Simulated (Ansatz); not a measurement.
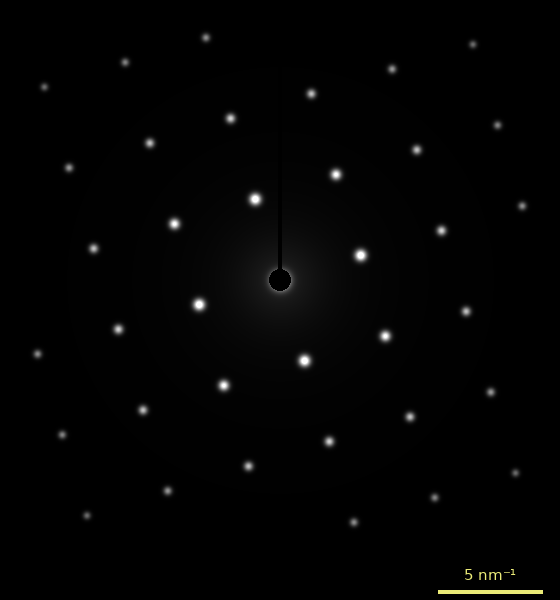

Computed electron diffraction pattern, 200 kV, single scattering only, B = 1 Å².

Phase: Cu, space group Pm-3m (No. 221), a = 2.46 Å. Structure: the end point of a relaxation with Ansatz, DFT, BLYP, plane waves (420 eV) with PAW, scalar-relativistic; the starting structure was generated, so it need not be a known form of this composition.

> Determine the zone axis from the geometry of the pattern.

The spots form a square net with both shortest vectors at d = 2.46 Å, 90.0° apart. They index as 1 0 0 and 0 1 0, so the zone axis is [001] (or an equivalent direction of <001>).
